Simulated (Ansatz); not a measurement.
## Ta: one change and its effect

System: Ta (1 atom in the cell).
Method of run 1: DFT r2SCAN, scalar-relativistic, plane waves, PAW, no spin polarisation (Ansatz 0.2.0).

The structure derives from an entry of the Crystallography Open Database. Text and figures count atoms from 1; the logs count them from 0 in places.

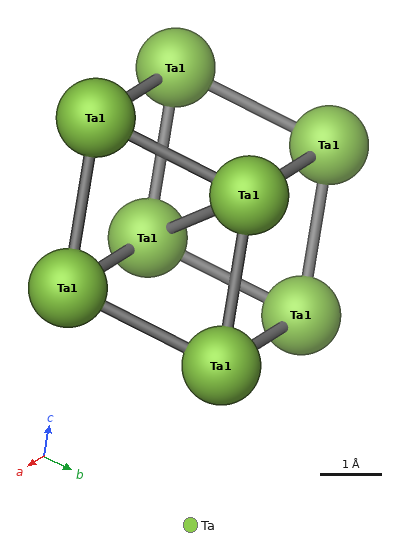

**Figure 1.** The structure (ball-and-stick view of the reduced cell, seen slightly off an axis; atoms are numbered from 1 in the order of the input). An atom can appear more than once, as a periodic image. Near neighbours in the periodic cell (some may lie outside the picture): Ta has 8 Ta at 2.85 Å.

### The input, run 1
```yaml
crystal:
  lattice:
    - [3.2517895296, 2.118e-07, -0.0011736338]
    - [2.118e-07, 3.2517895296, 0.0011736338]
    - [1.625286682, -1.625286682, 1.6841375703]
  atoms:
    - { symbol: Ta, position: [0.0, 0.0, 0.0] }
basis:
  ecutwfc: 500
kpoints:
  mp_grid: { grid: [11, 11, 20] }
hamiltonian:
  xc: r2scan
scf:
  occupations: { method: gaussian, width: 0.1 }
output:
  forces: true
  stress: true
  eigenvalues: true
```

Command:
```bash
ansatz run input.yaml --threads 2 --pin off --max-ram 5120MiB --backend cpu --events-out ev --progress --plain --runs-dir out
```

Hardware: 2 threads of Intel Xeon (Granite Rapids), 32 GiB of memory available, shared host.

### Output, shortened to warnings, some set-up lines, iterations and results (run 1)
```
Basis set: ecut = 500 eV, 447 PW (Γ), exchange–correlation on 96×96×96 points (64 copies of the dense FFT grid, shifted against one another)
Symmetry: 4 space group operations
k-points: 666 of 2420
Initial density: superposition of atomic densities (neutral atoms: chi_scale 0, normalization atom), corrected by the library's trained network
[...]
SCF iter   1: F=—  HF=-9944.296783 eV  |F-HF|=—  |Δ(HF+E_count)|=         —  Δρ=6.16e-3  dr2=1.72e-3  dr2_τ=1.59e-2  ethr=1.77e-3  ⟨swp⟩=5.5  Hψ=43886  notcnv=0
SCF iter   2: F=—  HF=-9944.315123 eV  |F-HF|=—  |Δ(HF+E_count)|=   1.83e-2  Δρ=3.57e-3  dr2=6.63e-4  dr2_τ=2.28e-4  ethr=1.32e-5  ⟨swp⟩=2.0  Hψ=18185  notcnv=0  defer=119
SCF iter   3: F=—  HF=-9944.315924 eV  |F-HF|=—  |Δ(HF+E_count)|=   8.01e-4  Δρ=3.51e-4  dr2=1.67e-5  dr2_τ=1.33e-5  ethr=5.10e-6  ⟨swp⟩=2.0  Hψ=10356  notcnv=0  defer=119
SCF iter   4: F=—  HF=-9944.315921 eV  |F-HF|=—  |Δ(HF+E_count)|=   3.19e-6  Δρ=1.49e-4  dr2=1.66e-6  dr2_τ=8.89e-7  ethr=1.28e-7  ⟨swp⟩=2.5  Hψ=11139  notcnv=0  defer=119
SCF iter   5: F=—  HF=-9944.315922 eV  |F-HF|=—  |Δ(HF+E_count)|=   7.57e-7  Δρ=8.69e-5  dr2=5.47e-7  dr2_τ=2.17e-7  ethr=1.27e-8  ⟨swp⟩=1.0  Hψ=7154  notcnv=0  defer=119
SCF iter   6: F=-9944.315922 eV  HF=-9944.315922 eV  |F-HF|=2.19e-8  |Δ(HF+E_count)|=   2.20e-7  Δρ=2.29e-5  dr2=4.33e-8  dr2_τ=2.19e-8  ethr=7.69e-10  ⟨swp⟩=4.0  Hψ=29935  …
SCF 1 converged in 6 iterations: F = -9944.315922 eV  dr2 = 4.33e-8
SCF converged after 6 iterations
Free energy (F): -9944.315922 eV
Harris-Foulkes:  -9944.315922 eV  (|F-HF|=2.19e-8)
Internal energy: -9944.310363 eV  (E = F + TS)
E sigma→0 (E₀):  -9944.313143 eV
Entropy (-TS):   -0.005559 eV (-5.559 meV/atom)
Fermi energy:    18.696529 eV
--- Per-component energies (eV) ---
  E_band       = -113.416110
  E_kinetic    = 367.433660
  E_local      = -541.543605  (includes V_loc(G=0)·N_el)
  E_nonlocal   = 15.133343
  E_hartree    = 188.614071
  E_xc         = -204.579401
  E_vxc        = -222.311578  (∫ρ·V_xc dr)
  E_paw        = -8423.087304  (= ΣΔE_a)
  E_vpaw       = -120.593198  (= ΣTr[D̂ρ^β])
  E_aug_tail   = 0.000077  (compensation charges beyond the density's cutoff)
  E_vtau       = 11.236859  (kinetic-family band-sum trace: ∫τ·v_τ [+ j·A + Jᵃ·Aᵃ] dr)
  E_ewald      = -1345.524924
  E_core_change = -0.756280  (= ΣΔE_core)
  E_smearing   = -0.005559  (= −TS)
  E_closure    = 0.000000  (closes the sum)
  Σ components = -9944.315922   (vs F -9944.315922, Δ=0.00e0)
--- Forces (eV/Å), atoms counted from 1 ---
  atom   1  Ta     0.00000000     0.00000000     0.00000000
  max |Σ_I F_I| component: 0.00e0 eV/Å
--- Stress (GPa, compression-positive) ---
        4.274852       0.089656      -0.004001
        0.089656       4.274852       0.004001
       -0.004001       0.004001      -0.002473
  P = ⅓ Tr σ = 2.8491 GPa (28.491 kbar)
```

The input of run 2 differs as follows (lines with − go, lines with + come):
```diff
-  ecutwfc: 500
+  ecutwfc: "200 eV"
```

How does run 2 compare with run 1?

The free energy of run 2 is 1287.0 meV per atom higher, which measures how much it depends on this numerical setting. The pressure goes from 2.85 to 3.04 GPa. More plane waves can only lower the energy of a fixed Hamiltonian, so the higher cutoff gives the lower value. The number of SCF iterations is the same. The plane waves at Γ go from 447 to 135. On the same kind of shared host run 2 took about 0.35 times as long.

### Output, shortened to warnings, some set-up lines, iterations and results (run 2)
```
Warning: basis.ecutwfc = 200 eV is below the records' recommended 500 eV, and the density's cutoff is lower with it unless basis.ecutrho_ratio is high enough to keep the records' density cutoff: compare with a run at a higher cutoff
Basis set: ecut = 200 eV, 135 PW (Γ), exchange–correlation on 60×60×60 points (64 copies of the dense FFT grid, shifted against one another)
Symmetry: 4 space group operations
k-points: 666 of 2420
Initial density: superposition of atomic densities (neutral atoms: chi_scale 0, normalization atom), corrected by the library's trained network
[...]
SCF iter   1: F=—  HF=-9943.027738 eV  |F-HF|=—  |Δ(HF+E_count)|=         —  Δρ=3.14e-2  dr2=7.12e-2  dr2_τ=1.06e-1  ethr=1.77e-3  ⟨swp⟩=4.8  Hψ=37767  notcnv=0
SCF iter   2: F=—  HF=-9943.028263 eV  |F-HF|=—  |Δ(HF+E_count)|=   5.25e-4  Δρ=1.31e-2  dr2=8.70e-3  dr2_τ=1.94e-3  ethr=5.48e-4  ⟨swp⟩=2.9  Hψ=18393  notcnv=0  defer=137
SCF iter   3: F=—  HF=-9943.028817 eV  |F-HF|=—  |Δ(HF+E_count)|=   5.53e-4  Δρ=2.67e-3  dr2=3.17e-4  dr2_τ=1.41e-4  ethr=6.69e-5  ⟨swp⟩=2.0  Hψ=10721  notcnv=0  defer=137
SCF iter   4: F=—  HF=-9943.028940 eV  |F-HF|=—  |Δ(HF+E_count)|=   1.23e-4  Δρ=1.76e-4  dr2=2.88e-6  dr2_τ=5.34e-7  ethr=2.44e-6  ⟨swp⟩=2.0  Hψ=8127  notcnv=0  defer=137
SCF iter   5: F=—  HF=-9943.028940 eV  |F-HF|=—  |Δ(HF+E_count)|=   1.15e-7  Δρ=8.34e-5  dr2=6.81e-7  dr2_τ=7.31e-8  ethr=2.21e-8  ⟨swp⟩=1.0  Hψ=7179  notcnv=0  defer=137
SCF iter   6: F=-9943.028940 eV  HF=-9943.028940 eV  |F-HF|=2.98e-10  |Δ(HF+E_count)|=   2.09e-7  Δρ=3.72e-6  dr2=1.34e-9  dr2_τ=3.12e-10  ethr=7.69e-10  ⟨swp⟩=3.0  Hψ=27358  …
SCF 1 converged in 6 iterations: F = -9943.028940 eV  dr2 = 1.34e-9
SCF converged after 6 iterations
Free energy (F): -9943.028940 eV
Harris-Foulkes:  -9943.028940 eV  (|F-HF|=2.98e-10)
Internal energy: -9943.023025 eV  (E = F + TS)
E sigma→0 (E₀):  -9943.025982 eV
Entropy (-TS):   -0.005915 eV (-5.915 meV/atom)
Fermi energy:    18.765996 eV
--- Per-component energies (eV) ---
  E_band       = -115.541914
  E_kinetic    = 364.122579
  E_local      = -534.944555  (includes V_loc(G=0)·N_el)
  E_nonlocal   = 15.246659
  E_hartree    = 185.177863
  E_xc         = -203.340525
  E_vxc        = -220.660407  (∫ρ·V_xc dr)
  E_paw        = -8423.007401  (= ΣΔE_a)
  E_vpaw       = -120.768148  (= ΣTr[D̂ρ^β])
  E_aug_tail   = 0.003560  (compensation charges beyond the density's cutoff)
  E_vtau       = 11.102062  (kinetic-family band-sum trace: ∫τ·v_τ [+ j·A + Jᵃ·Aᵃ] dr)
  E_ewald      = -1345.524924
  E_core_change = -0.756280  (= ΣΔE_core)
  E_smearing   = -0.005915  (= −TS)
  E_closure    = -0.000000  (closes the sum)
  Σ components = -9943.028940   (vs F -9943.028940, Δ=0.00e0)
--- Forces (eV/Å), atoms counted from 1 ---
  atom   1  Ta     0.00000000     0.00000000     0.00000000
  max |Σ_I F_I| component: 1.54e-33 eV/Å
--- Stress (GPa, compression-positive) ---
        4.973297       0.063570       0.053092
        0.063570       4.973297      -0.053092
        0.053092      -0.053092      -0.828558
  P = ⅓ Tr σ = 3.0393 GPa (30.393 kbar)
```

### The two runs side by side

| quantity | run 1 | run 2 |
| --- | --- | --- |
| outcome | converged | converged |
| free energy per atom (eV) | −9944.3159 | −9943.0289 |
| energy per atom, smearing taken to zero (eV) | −9944.3131 | −9943.0260 |
| gap on the mesh (eV) | 0.00 | 0.00 |
| pressure (GPa) | 2.85 | 3.04 |
| largest force (eV/Å) | 0.000 | 0.000 |
| SCF iterations | 6 | 6 |
| irreducible k-points | 666 | 666 |
| plane waves at Γ | 447 | 135 |
| wall time (shared host) | 6.5 s | 2.2 s |

For both runs: Spin–orbit coupling is left out, which matters for Ta. For run 2: These settings are looser than, or depart from, a standard set-up, so the numbers are not reference values for this system. Warnings: the cutoff is below the recommended one.
